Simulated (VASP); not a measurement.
Li$_{2}$O: dielectric calculation

- system: Li$_{2}$O (Fm-3m, 3 atoms in the cell)
- method: Kohn-Sham DFT of a periodic cell, LDA, VASP PAW LDA potentials, recommended, no spin polarisation (VASP 6.6.1)

The structure derives from an entry of the Crystallography Open Database.

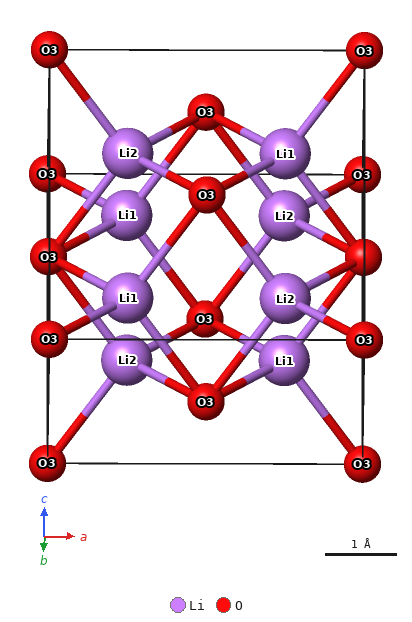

The structure as given in the input (ball-and-stick view of the cell 4 times as large as that of the calculation, set on its symmetry axes, seen at an oblique angle; atoms are numbered from 1 in the order of the input). An atom can appear more than once, as a periodic image. Near neighbours in the periodic cell (some may lie outside the picture): Li has 4 O at 1.94 Å; O has 8 Li at 1.94 Å.

Summary

| quantity | value |
| --- | --- |
| outcome | converged |
| space group (tolerance 0.01 Å) | Fm-3m (225) |
| electrons treated | 12 |
| gap on the k-point mesh | 5.00 eV |
| ε∞ (xx, yy, zz) | 2.91, 2.91, 2.91 |
| hardware | 2 threads of AMD EPYC (Zen 3), 360 GiB of memory available, shared host |
| wall time | 79 min (CPU time 2.6 h) |
| peak memory | 0.69 GiB |

INCAR
```
ALGO = Fast
EDIFF = 1E-8
ENCUT = 600
GGA = CA
ISIF = 2
ISMEAR = 0
KPAR = 2
LASPH = True
LCHARG = False
LEPSILON = True
LREAL = False
LWAVE = False
NELM = 80
PREC = Accurate
SIGMA = 0.03
```

KPOINTS
```
k-points
0
Monkhorst-Pack
  16 16 16
```

POSCAR
```
Li2O                                    
1.0
    0.0000000000      2.2441339782      2.2441339782
    2.2441339782      0.0000000000      2.2441339782
    2.2441339782      2.2441339782      0.0000000000
  Li              O             
     2     1
Direct
     0.2500000000000000    0.2500000000000000    0.2500000000000000
     0.7500000000000000    0.7500000000000000    0.7500000000000000
     0.0000000000000000    0.0000000000000000    1.0000000000000000
```

Run as:
```bash
cat potpaw_LDA.64/Li_sv/POTCAR potpaw_LDA.64/O/POTCAR > POTCAR
mpirun -np 2 vasp_std > vasp.out
```

OSZICAR
```
N       E                     dE             d eps       ncg     rms          rms(c)
DAV:   1     0.416731823025E+02    0.41673E+02   -0.68803E+03  8168   0.143E+03
DAV:   2    -0.124483158006E+02   -0.54121E+02   -0.51563E+02  9372   0.250E+02
DAV:   3    -0.174314713113E+02   -0.49832E+01   -0.49629E+01 14930   0.636E+01
DAV:   4    -0.175041283652E+02   -0.72657E-01   -0.72583E-01 10944   0.814E+00
DAV:   5    -0.175047218350E+02   -0.59347E-03   -0.59343E-03 12490   0.543E-01    0.730E+00
RMM:   6    -0.158182683784E+02    0.16865E+01   -0.37913E+00  8459   0.136E+01    0.263E+00
RMM:   7    -0.157689058012E+02    0.49363E-01   -0.15586E-01 11527   0.304E+00    0.147E+00
RMM:   8    -0.157494358551E+02    0.19470E-01   -0.10438E-01 11542   0.349E+00    0.423E-01
RMM:   9    -0.157488680578E+02    0.56780E-03   -0.31156E-02 13608   0.127E+00    0.136E-01
RMM:  10    -0.157502871688E+02   -0.14191E-02   -0.10242E-02 13901   0.677E-01    0.141E-01
[... 158 further cycles ...]
RMM:   3    -0.122734097114E+00    0.24067E-02   -0.74461E-03 46315   0.573E-01    0.315E-01
RMM:   4    -0.127982466540E+00   -0.52484E-02   -0.42229E-03 46473   0.559E-01    0.317E-02
RMM:   5    -0.128858585359E+00   -0.87612E-03   -0.98705E-04 51873   0.174E-01    0.110E-02
RMM:   6    -0.129036791677E+00   -0.17821E-03   -0.19397E-04 53130   0.631E-02    0.325E-03
RMM:   7    -0.129073779338E+00   -0.36988E-04   -0.32190E-05 53827   0.238E-02    0.843E-04
RMM:   8    -0.129078157028E+00   -0.43777E-05   -0.86009E-06 53635   0.929E-03    0.399E-04
RMM:   9    -0.129078747468E+00   -0.59044E-06   -0.19785E-05 54805   0.396E-03    0.209E-04
RMM:  10    -0.129078190533E+00    0.55694E-06   -0.18909E-05 53715   0.180E-03    0.533E-05
RMM:  11    -0.129078040065E+00    0.15047E-06   -0.10424E-05 53541   0.871E-04    0.256E-05
RMM:  12    -0.129078123841E+00   -0.83776E-07   -0.57333E-06 50130   0.438E-04    0.571E-06
```

Parts of OUTCAR
```
EDIFF = 1E-8
   ENCUT = 600
   GGA = CA
   ISIF = 2
   ISMEAR = 0
   LASPH = True
   LEPSILON = True
   LREAL = False
   NELM = 80
   PREC = Accurate

 ion  position               nearest neighbor table
   1  0.250  0.250  0.250-   3 1.94   3 1.94   3 1.94   3 1.94   2 2.24   2 2.24   2 2.24   2 2.24
                             2 2.24   2 2.24
   2  0.750  0.750  0.750-   3 1.94   3 1.94   3 1.94   3 1.94   1 2.24   1 2.24   1 2.24   1 2.24
                             1 2.24   1 2.24
   3  0.000  0.000  0.000-   2 1.94   2 1.94   2 1.94   1 1.94   2 1.94   1 1.94   1 1.94   1 1.94

  LATTYP: Found a face centered cubic cell.
 ALAT       =     4.4882679564

  Lattice vectors:

 A1 = (   0.0000000000,   2.2441339782,   2.2441339782)
 A2 = (   2.2441339782,   0.0000000000,   2.2441339782)
 A3 = (   2.2441339782,   2.2441339782,   0.0000000000)

Analysis of symmetry for initial positions (statically):
=====================================================================
 Subroutine PRICEL returns:
 Original cell was already a primitive cell.

 Routine SETGRP: Setting up the symmetry group for a
 face centered cubic supercell.

 Subroutine GETGRP returns: Found 48 space group operations
 (whereof 48 operations were pure point group operations)
 out of a pool of 48 trial point group operations.

The static configuration has the point symmetry O_h .

Analysis of symmetry for dynamics (positions and initial velocities):
=====================================================================
 Subroutine PRICEL returns:
 Original cell was already a primitive cell.

 Routine SETGRP: Setting up the symmetry group for a
 face centered cubic supercell.

 Subroutine GETGRP returns: Found 48 space group operations
 (whereof 48 operations were pure point group operations)
 out of a pool of 48 trial point group operations.

The dynamic configuration has the point symmetry O_h .

 Subroutine INISYM returns: Found 48 space group operations
 (whereof 48 operations are pure point group operations),
 and found     1 'primitive' translations

----------------------------------------------------------------------------------------

                                     Primitive cell

  volume of cell :      22.6035

  direct lattice vectors                    reciprocal lattice vectors
     0.000000000  2.244133978  2.244133978    -0.222803097  0.222803097  0.222803097
     2.244133978  0.000000000  2.244133978     0.222803097 -0.222803097  0.222803097
     2.244133978  2.244133978  0.000000000     0.222803097  0.222803097 -0.222803097

  length of vectors
     3.173684708  3.173684708  3.173684708     0.385906284  0.385906284  0.385906284

  position of ions in fractional coordinates (direct lattice)
     0.250000000  0.250000000  0.250000000
     0.750000000  0.750000000  0.750000000
     0.000000000  0.000000000  0.000000000

  ion indices of the primitive-cell ions
   primitive index   ion index
                 1           1
                 2           2
                 3           3

----------------------------------------------------------------------------------------

 KPOINTS: k-points

Automatic generation of k-mesh.
 Grid dimensions read from file:
 generate k-points for:   16   16   16

 Generating k-lattice:

  Cartesian coordinates                     Fractional coordinates (reciprocal lattice)
    -0.013925194  0.013925194  0.013925194     0.062500000  0.000000000  0.000000000
     0.013925194 -0.013925194  0.013925194     0.000000000  0.062500000  0.000000000
     0.013925194  0.013925194 -0.013925194     0.000000000  0.000000000  0.062500000

  Length of vectors
     0.024119143  0.024119143  0.024119143

  Shift w.r.t. Gamma in fractional coordinates (k-lattice)
     0.500000000  0.500000000  0.500000000

 Subroutine IBZKPT returns following result:
 ===========================================

 Found    408 irreducible k-points:

 Following reciprocal coordinates:
            Coordinates               Weight
  0.031250  0.031250  0.031250      8.000000
  0.093750  0.031250  0.031250     24.000000
  0.156250  0.031250  0.031250     24.000000
  0.218750  0.031250  0.031250     24.000000
  0.281250  0.031250  0.031250     24.000000
  0.343750  0.031250  0.031250     24.000000
  0.406250  0.031250  0.031250     24.000000
  0.468750  0.031250  0.031250     24.000000
 -0.468750  0.031250  0.031250     24.000000
 -0.406250  0.031250  0.031250     24.000000
 -0.343750  0.031250  0.031250     24.000000
 -0.281250  0.031250  0.031250     24.000000
 -0.218750  0.031250  0.031250     24.000000
 -0.156250  0.031250  0.031250     24.000000
 -0.093750  0.031250  0.031250     24.000000
 -0.031250  0.031250  0.031250     24.000000
  0.093750  0.093750  0.031250     24.000000
  0.156250  0.093750  0.031250     48.000000
  0.218750  0.093750  0.031250     48.000000
  0.281250  0.093750  0.031250     48.000000
  0.343750  0.093750  0.031250     48.000000
  0.406250  0.093750  0.031250     48.000000
  0.468750  0.093750  0.031250     48.000000
 -0.468750  0.093750  0.031250     48.000000
 [... further k-points ...]
   k-points           NKPTS =    408   k-points in BZ     NKDIM =    408   number of bands    NBANDS=     10
   number of dos      NEDOS =    301   number of ions     NIONS =      3
   total plane-waves  NPLWV =  21952
   dimension x,y,z NGX =    28 NGY =   28 NGZ =   28
   dimension x,y,z NGXF=    56 NGYF=   56 NGZF=   56
   ions per type =               2   1
   NGX,Y,Z   is equivalent  to a cutoff of  14.67, 14.67, 14.67 a.u.
   NGXF,Y,Z  is equivalent  to a cutoff of  29.33, 29.33, 29.33 a.u.
 SYSTEM =  unknown system
   PREC   = accura    normal or accurate (medium, high low for compatibility)
   ISTART =      0    job   : 0-new  1-cont  2-samecut
   ICHARG =      2    charge: 1-file 2-atom 10-const
   ISPIN  =      1    spin polarized calculation?
   LNONCOLLINEAR =      F non collinear calculations
   LSORBIT =      F    spin-orbit coupling
   LASPH  =      T    aspherical Exc in radial PAW
   ENCUT  =  600.0 eV  44.10 Ry    6.64 a.u.   6.34  6.34  6.34*2*pi/ulx,y,z
   NELM   =     80;   NELMIN=  2; NELMDL= -5     # of ELM steps
   EDIFF  = 0.1E-07   stopping-criterion for ELM
   LREAL  =      F    real-space projection
   EDIFFG = 0.1E-06   stopping-criterion for IOM
   NSW    =      0    number of steps for IOM
   IBRION =     -1    ionic relax: 0-MD 1-quasi-New 2-CG
   NFREE  =      0    steps in history (QN), initial steepest desc. (CG)
   ISIF   =      2    stress and relaxation
   ISYM   =      2    0-nonsym 1-usesym 2-fastsym
   POTIM  = 0.5000    time-step for ionic-motion
   TEBEG  =    0.0;   TEEND  =   0.0 temperature during run
   PSTRESS=    0.0 pullay stress
   NELECT =      12.0000    total number of electrons
   NUPDOWN=      -1.0000    fix difference up-down
   EMIN   =  10.00;   EMAX   =-10.00  energy-range for DOS
   EFERMI =   0.00;   METHOD = LEGACY
   ISMEAR =     0;   SIGMA  =   0.03  broadening in eV -4-tet -1-fermi 0-gaus
   EFERMI_NEDOS =   21; number of points for ismear=-14 and -15
   IALGO  =     68    algorithm
   IMIX   =      4    mixing-type and parameters
     AMIX     =   0.40;   BMIX     =  1.00
     AMIX_MAG =   1.60;   BMIX_MAG =  1.00
  volume/ion in A,a.u.               =       7.53        50.85
  Fermi-wavevector in a.u.,A,eV,Ry     =   1.325592  2.505005 23.908070  1.757194
  Thomas-Fermi vector in A             =   2.455041
   LORBIT       =      0    0 simple, 1 ext, 2 COOP (PROOUT), +10 PAW based schemes
   GGA     = CA    functional components
   LHFCALC =     F    Hartree Fock is set to
   AEXX    =    0.0000 exact exchange contribution
   IVDW    =     0    specifies the selected vdW correction
   LEPSILON=     T    determine dielectric tensor
   LRPA    =     F    only Hartree local field effects (RPA)
 non-spin polarized calculation
 RMM-DIIS sequential band-by-band and
 Gauss-broadening in eV      SIGMA  =   0.03
  energy-cutoff  :      600.00
  volume of cell :       22.60
 maximum number of plane-waves:       766
 NGX is ok and might be reduce to    28
   NGX = 13   NGY = 13   NGZ = 13

--------------------------------------- Ionic step        1  -------------------------------------------

 number of electron      12.0000004 magnetization

 E-fermi :   1.9010     XC(G=0): -10.6209     alpha+bet :-16.9453

 val. band max:        1.6311587918   @ k =   0.0312   0.0312   0.0312
 cond. band min:       6.6297036693   @ k =  -0.4687  -0.4687   0.0312
 fundamental gap:      4.9985448775
 Fermi energy:         1.9009565074

 k-point     1 :       0.0312    0.0312    0.0312
  band No.  band energies     occupation
      1     -40.1190      2.00000
      2     -39.6372      2.00000
      3     -13.6005      2.00000
      4       1.5988      2.00000
      5       1.6312      2.00000
      6       1.6312      2.00000
      7       7.5844      0.00000
      8      13.7089      0.00000
      9      13.7174      0.00000
     10      13.7174      0.00000

 k-point     2 :       0.0937    0.0312    0.0312
  band No.  band energies     occupation
      1     -40.1117      2.00000
      2     -39.6423      2.00000
      3     -13.5906      2.00000
      4       1.4214      2.00000
      5       1.5659      2.00000
      6       1.6220      2.00000
      7       7.7177      0.00000
      8      13.7502      0.00000
      9      13.7838      0.00000
     10      13.8297      0.00000

 k-point     3 :       0.1562    0.0312    0.0312
  band No.  band energies     occupation
      1     -40.0938      2.00000
      2     -39.6552      2.00000
      3     -13.5672      2.00000
      4       0.9960      2.00000
      5       1.4812      2.00000
      6       1.5704      2.00000
      7       8.0236      0.00000
      8      13.8128      0.00000
      9      13.9469      0.00000
     10      14.0484      0.00000

 k-point     4 :       0.2187    0.0312    0.0312
  band No.  band energies     occupation
      1     -40.0664      2.00000
      2     -39.6755      2.00000
      3     -13.5324      2.00000
      4       0.4410      2.00000
      5       1.3807      2.00000
      6       1.4873      2.00000
      7       8.4615      0.00000
      8      13.8237      0.00000
      9      14.1206      0.00000
     10      14.2741      0.00000

 k-point     5 :       0.2812    0.0312    0.0312
  band No.  band energies     occupation
      1     -40.0310      2.00000
      2     -39.7024      2.00000
      3     -13.4906      2.00000
      4      -0.1390      2.00000
      5       1.2799      2.00000
      6       1.3881      2.00000
      7       9.0008      0.00000
      8      13.7091      0.00000
      9      14.2096      0.00000
     10      14.3643      0.00000

 [... the levels of 18 k-points are left out ...]

 k-point    24 :      -0.4687    0.0937    0.0312
  band No.  band energies     occupation
      1     -39.8638      2.00000
      2     -39.8480      2.00000
      3     -13.3760      2.00000
      4      -1.3321      2.00000
      5       1.0167      2.00000
      6       1.0558      2.00000
      7      10.8951      0.00000
      8      12.3173      0.00000
      9      14.0437      0.00000
     10      14.3232      0.00000

 [... further k-points ...]

  FORCE on cell =-STRESS in cart. coord.  units (eV):
  Direction    XX          YY          ZZ          XY          YZ          ZX
  --------------------------------------------------------------------------------------
  -------------------------------------------------------------------------------------
  Total        0.0036543      0.0036543      0.0036543     -0.0000000     -0.0000000     -0.0000000
  in kB        0.2590251      0.2590251      0.2590251     -0.0000000     -0.0000000     -0.0000000
  external PRESSURE =       0.2590251 kB  Pullay stress =       0.0000000 kB

 VOLUME and BASIS-vectors are now :
 -----------------------------------------------------------------------------
  energy-cutoff  :      600.00
  volume of cell :       22.60
      direct lattice vectors                 reciprocal lattice vectors
     0.000000000  2.244133978  2.244133978    -0.222803097  0.222803097  0.222803097
     2.244133978  0.000000000  2.244133978     0.222803097 -0.222803097  0.222803097
     2.244133978  2.244133978  0.000000000     0.222803097  0.222803097 -0.222803097

 POSITION                                       TOTAL-FORCE (eV/Angst)
 -----------------------------------------------------------------------------------
      1.12207      1.12207      1.12207        -0.000000     -0.000000     -0.000000
      3.36620      3.36620      3.36620         0.000000      0.000000      0.000000
      0.00000      0.00000      0.00000         0.000000      0.000000     -0.000000
 -----------------------------------------------------------------------------------
    total drift:                                0.000000      0.000000      0.000000

  FREE ENERGIE OF THE ION-ELECTRON SYSTEM (eV)
  ---------------------------------------------------
  free  energy   TOTEN  =       -15.7505035634 eV

  energy  without entropy=      -15.7505035634  energy(sigma->0) =      -15.75050356

 HEAD OF MICROSCOPIC STATIC DIELECTRIC TENSOR (INDEPENDENT PARTICLE, excluding Hartree and local field effects)
 ------------------------------------------------------
           3.032348     0.000000     0.000000
           0.000000     3.032348     0.000000
           0.000000     0.000000     3.032348
 ------------------------------------------------------

 Free energy of the ion-electron system (eV)
  ---------------------------------------------------
  ---------------------------------------------------
  free energy    TOTEN  =        -0.12907813 eV

  energy without entropy =       -0.12907813

------------------------ aborting loop because EDIFF is reached ----------------------------------------

--------------------------------------- Ionic step        2  -------------------------------------------

------------------------ aborting loop because EDIFF is reached ----------------------------------------

--------------------------------------- Ionic step        3  -------------------------------------------

 Free energy of the ion-electron system (eV)
  ---------------------------------------------------
  ---------------------------------------------------
  free energy    TOTEN  =        -0.12907812 eV

  energy without entropy =       -0.12907812

------------------------ aborting loop because EDIFF is reached ----------------------------------------

 PIEZOELECTRIC TENSOR FIELD DIRECTION 3  (e Angst)
 -----------------------------------------------------------------------------
    -0.00012  0.00000 -0.00000           ( -0.00001  0.00000  0.00000)
     0.00000 -0.00012  0.00000           (  0.00000 -0.00001  0.00000)
    -0.00000  0.00000 -0.00031           (  0.00000  0.00000 -0.00001)

 PIEZOELECTRIC TENSOR FIELD DIRECTION 3  (C/m^2)
 -----------------------------------------------------------------------------
    -0.00009  0.00000 -0.00000
     0.00000 -0.00009  0.00000
    -0.00000  0.00000 -0.00022

 MACROSCOPIC STATIC DIELECTRIC TENSOR (including local field effects in DFT)
 ------------------------------------------------------
           2.908624    -0.000000     0.000000
           0.000000     2.908624    -0.000000
          -0.000000     0.000000     2.908624
 ------------------------------------------------------

 PIEZOELECTRIC TENSOR (including local field effects)  for field in x, y, z        (e  Angst)
          XX          YY          ZZ          XY          YZ          ZX
  --------------------------------------------------------------------------------
  x     0.00000     0.00000     0.00000     0.00000     0.00000     0.00000
  y     0.00000     0.00000     0.00000     0.00000     0.00000     0.00000
  z     0.00000     0.00000     0.00000     0.00000     0.00000     0.00000

 PIEZOELECTRIC TENSOR (including local field effects)  for field in x, y, z        (C/m^2)
          XX          YY          ZZ          XY          YZ          ZX
  --------------------------------------------------------------------------------
  x     0.00000     0.00000     0.00000     0.00000     0.00000     0.00000
  y     0.00000     0.00000     0.00000     0.00000     0.00000     0.00000
  z     0.00000     0.00000     0.00000     0.00000     0.00000     0.00000

 BORN EFFECTIVE CHARGES (including local field effects) (in |e|, cummulative output)
 ---------------------------------------------------------------------------------
 ion    1
    1     0.88542     0.00000     0.00000
    2     0.00000     0.88542     0.00000
    3     0.00000     0.00000     0.88542
 ion    2
    1     0.88542     0.00000     0.00000
    2     0.00000     0.88542     0.00000
    3     0.00000     0.00000     0.88542
 ion    3
    1    -1.77084     0.00000     0.00000
    2     0.00000    -1.77084     0.00000
    3     0.00000     0.00000    -1.77084
```

CONTCAR
```
Li2O
   1.00000000000000
     0.0000000000000000    2.2441339781999998    2.2441339781999998
     2.2441339781999998    0.0000000000000000    2.2441339781999998
     2.2441339781999998    2.2441339781999998    0.0000000000000000
  Li              O
     2     1
Direct
     0.2500000000000000    0.2500000000000000    0.2500000000000000
     0.7500000000000000    0.7500000000000000    0.7500000000000000
     0.0000000000000000    0.0000000000000000    0.0000000000000000

  0.00000000E+00  0.00000000E+00  0.00000000E+00
  0.00000000E+00  0.00000000E+00  0.00000000E+00
  0.00000000E+00  0.00000000E+00  0.00000000E+00
```
